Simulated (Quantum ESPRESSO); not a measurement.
# A series of single points on CsI

System: CsI (Pm-3m, 2 atoms in the cell).
Method: Kohn-Sham DFT of a periodic cell, LDA, PseudoDojo 0.4.1 SR LDA standard, no spin polarisation (Quantum ESPRESSO 7.5).

The 7 runs differ only in the geometry, by an even scaling of the cell at fixed fractional positions. The structure derives from an entry of the Crystallography Open Database.

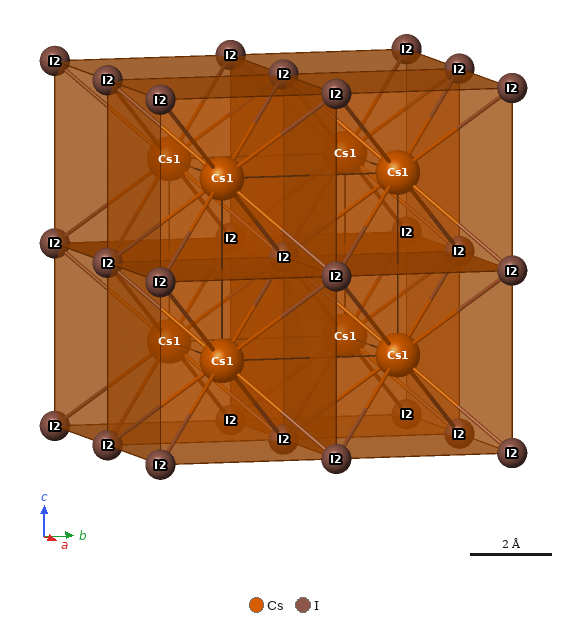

Figure 1. The structure of run 4 (polyhedral view of the cell of the calculation, seen slightly off an axis; polyhedra are completed across the faces of the cell; atoms are numbered from 1 in the order of the input).

### The input of run 4
```
&CONTROL
  calculation = 'scf'
  prefix = 'pwscf'
  outdir = './tmp'
  pseudo_dir = './pseudo'
  tprnfor = .true.
  tstress = .true.
  disk_io = 'low'
/
&SYSTEM
  ibrav = 0
  A = 4.5667
  nat = 2
  ntyp = 2
  ecutwfc = 70
  nbnd = 14
  occupations = 'smearing'
  smearing = 'fd'
  degauss = 0.00367493
/
&ELECTRONS
  conv_thr = 4d-10
  electron_maxstep = 120
  mixing_beta = 0.5
/
ATOMIC_SPECIES
Cs   132.9055 Cs.upf
I    126.9045 I.upf
CELL_PARAMETERS alat
   1.0000000000    0.0000000000    0.0000000000
   0.0000000000    1.0000000000    0.0000000000
   0.0000000000    0.0000000000    1.0000000000
ATOMIC_POSITIONS alat
Cs     0.0000000000    0.0000000000    0.0000000000
I      0.5000000000    0.5000000000    0.5000000000
K_POINTS automatic
6 6 6 0 0 0
```

### File bands.in of run 4
```
&CONTROL
  calculation = 'bands'
  prefix = 'pwscf'
  outdir = './tmp'
  pseudo_dir = './pseudo'
  disk_io = 'low'
  verbosity = 'high'
/
&SYSTEM
  ibrav = 0
  A = 4.5667
  nat = 2
  ntyp = 2
  ecutwfc = 70
  nbnd = 14
  occupations = 'smearing'
  smearing = 'fd'
  degauss = 0.00367493
/
&ELECTRONS
  conv_thr = 1d-08
  electron_maxstep = 120
  mixing_beta = 0.5
  diago_full_acc = .true.
/
ATOMIC_SPECIES
Cs   132.9055 Cs.upf
I    126.9045 I.upf
CELL_PARAMETERS alat
   1.0000000000    0.0000000000    0.0000000000
   0.0000000000    1.0000000000    0.0000000000
   0.0000000000    0.0000000000    1.0000000000
ATOMIC_POSITIONS alat
Cs     0.0000000000    0.0000000000    0.0000000000
I      0.5000000000    0.5000000000    0.5000000000
K_POINTS crystal
60
 0.0000000000  0.0000000000  0.0000000000 1
 0.0000000000  0.0714285714  0.0000000000 1
 0.0000000000  0.1428571429  0.0000000000 1
 0.0000000000  0.2142857143  0.0000000000 1
 0.0000000000  0.2857142857  0.0000000000 1
 0.0000000000  0.3571428571  0.0000000000 1
 0.0000000000  0.4285714286  0.0000000000 1
 0.0000000000  0.5000000000  0.0000000000 1
 0.0714285714  0.5000000000  0.0000000000 1
 0.1428571429  0.5000000000  0.0000000000 1
 0.2142857143  0.5000000000  0.0000000000 1
 0.2857142857  0.5000000000  0.0000000000 1
 0.3571428571  0.5000000000  0.0000000000 1
 0.4285714286  0.5000000000  0.0000000000 1
 0.5000000000  0.5000000000  0.0000000000 1
 0.4545454545  0.4545454545  0.0000000000 1
 0.4090909091  0.4090909091  0.0000000000 1
 0.3636363636  0.3636363636  0.0000000000 1
 0.3181818182  0.3181818182  0.0000000000 1
 0.2727272727  0.2727272727  0.0000000000 1
 0.2272727273  0.2272727273  0.0000000000 1
 0.1818181818  0.1818181818  0.0000000000 1
 0.1363636364  0.1363636364  0.0000000000 1
 0.0909090909  0.0909090909  0.0000000000 1
 0.0454545455  0.0454545455  0.0000000000 1
 0.0000000000  0.0000000000  0.0000000000 1
 0.0357142857  0.0357142857  0.0357142857 1
 0.0714285714  0.0714285714  0.0714285714 1
 0.1071428571  0.1071428571  0.1071428571 1
 0.1428571429  0.1428571429  0.1428571429 1
 0.1785714286  0.1785714286  0.1785714286 1
 0.2142857143  0.2142857143  0.2142857143 1
 0.2500000000  0.2500000000  0.2500000000 1
 0.2857142857  0.2857142857  0.2857142857 1
 0.3214285714  0.3214285714  0.3214285714 1
 0.3571428571  0.3571428571  0.3571428571 1
 0.3928571429  0.3928571429  0.3928571429 1
 0.4285714286  0.4285714286  0.4285714286 1
 0.4642857143  0.4642857143  0.4642857143 1
 0.5000000000  0.5000000000  0.5000000000 1
 0.4545454545  0.5000000000  0.4545454545 1
 0.4090909091  0.5000000000  0.4090909091 1
 0.3636363636  0.5000000000  0.3636363636 1
 0.3181818182  0.5000000000  0.3181818182 1
 0.2727272727  0.5000000000  0.2727272727 1
 0.2272727273  0.5000000000  0.2272727273 1
 0.1818181818  0.5000000000  0.1818181818 1
 0.1363636364  0.5000000000  0.1363636364 1
 0.0909090909  0.5000000000  0.0909090909 1
 0.0454545455  0.5000000000  0.0454545455 1
 0.0000000000  0.5000000000  0.0000000000 1
 0.5000000000  0.5000000000  0.0000000000 1
 0.5000000000  0.5000000000  0.0625000000 1
 0.5000000000  0.5000000000  0.1250000000 1
 0.5000000000  0.5000000000  0.1875000000 1
 0.5000000000  0.5000000000  0.2500000000 1
 0.5000000000  0.5000000000  0.3125000000 1
 0.5000000000  0.5000000000  0.3750000000 1
 0.5000000000  0.5000000000  0.4375000000 1
 0.5000000000  0.5000000000  0.5000000000 1
```

Command:
```bash
OMP_NUM_THREADS=1 pw.x -in pw.in > pw.out
OMP_NUM_THREADS=1 pw.x -in bands.in > bands.out
```

Lattice vectors (Å) and fractional positions of run 4:
```
   4.566700    0.000000    0.000000
   0.000000    4.566700    0.000000
   0.000000    0.000000    4.566700
Cs  0.000000  0.000000  0.000000
I   0.500000  0.500000  0.500000
```

Run 6 has the same physical settings and fractional positions; its lattice vectors (Å) are:
```
   4.626795    0.000000    0.000000
   0.000000    4.626795    0.000000
   0.000000    0.000000    4.626795
```

### Results, with one run withheld

```csv
run,volume per atom (Å³),"free energy per atom, from the lowest run given (meV)",pressure (GPa),gap on the mesh (eV)
1,44.762,0.00,−0.74,3.74
2,45.714,5.17,−1.00,3.67
3,46.666,11.78,−1.23,3.59
4,47.619,19.63,−1.42,3.53
5,48.571,28.56,−1.59,3.46
6,49.523,?,?,?
7,50.476,49.05,−1.86,3.35
```

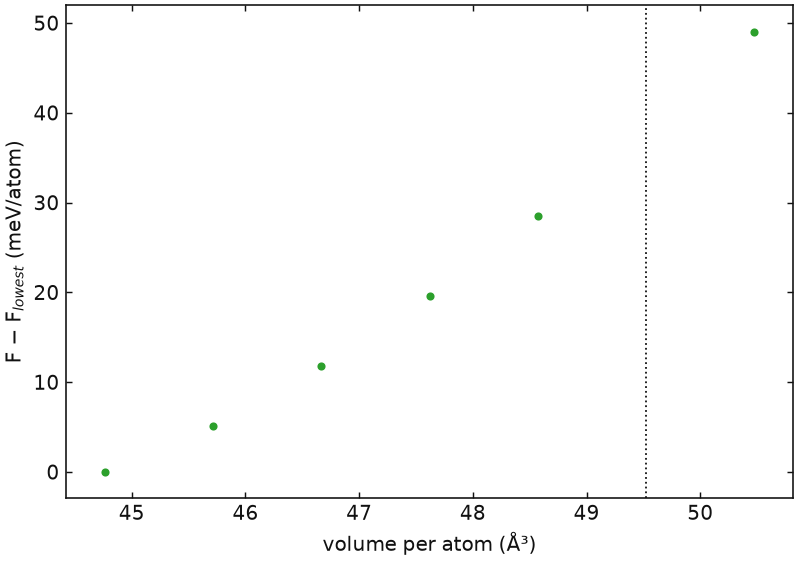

Figure 2. Free energy per atom of the runs given; the dotted line marks run 6.

Estimate the energy of run 6 from the others.

A cubic polynomial in V^(−2/3) (the Birch–Murnaghan form), fitted to the 6 runs given, misses them by under 0.01 meV per atom. With x = V^(−2/3) − 0.07652 Å⁻², it reads F = 16.397 − 7760.4 x + 6.6367e+05 x² + 6.2133e+06 x³ (meV per atom). At run 6 it gives 38.40 meV per atom, and the run itself gives 38.41. The slope of the fit gives a pressure −dF/dV of −1.73 GPa there, and the run prints −1.73 GPa. The fit has no minimum inside this range. The gap on the mesh goes, without turning, from 3.74 eV in run 1 to 3.35 eV in run 7; run 6 has 3.40 eV. These are gaps of this functional on this mesh, which can miss the band edges; they aren't the measured gap.

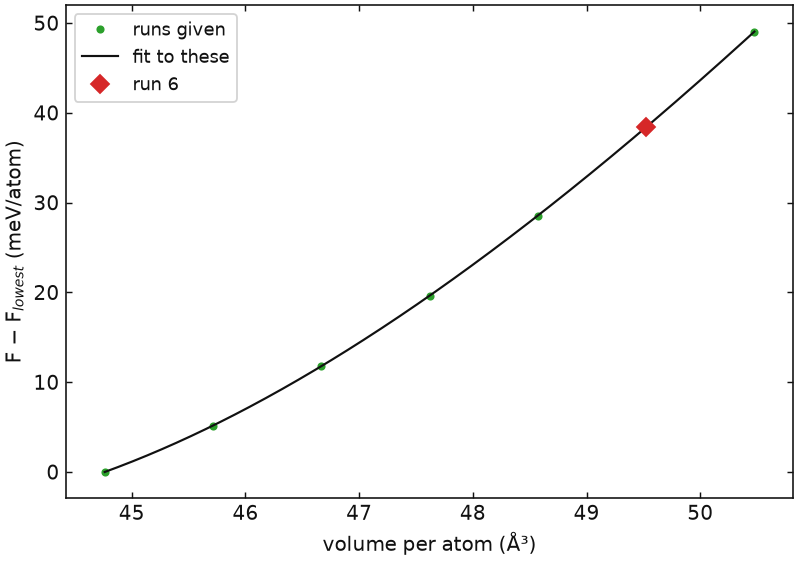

Figure 3. The fit and the withheld run.

### Some lines of the output (run 6)
```
[...]
     unit-cell volume          =     668.4015 (a.u.)^3
     number of k points=    20  Fermi-Dirac smearing, width (Ry)=  0.0037
     total energy              =     -73.12793890 Ry
     total energy              =     -73.13347089 Ry
     total energy              =     -73.13357172 Ry
     total energy              =     -73.13360653 Ry
     total energy              =     -73.13361802 Ry
     total energy              =     -73.13361819 Ry
     the Fermi energy is     4.4956 ev
!    total energy              =     -73.13361821 Ry
     The total energy is F=E-TS. E is the sum of the following terms:
     Computing stress (Cartesian axis) and pressure
          total   stress  (Ry/bohr**3)                   (kbar)     P=      -17.32
```
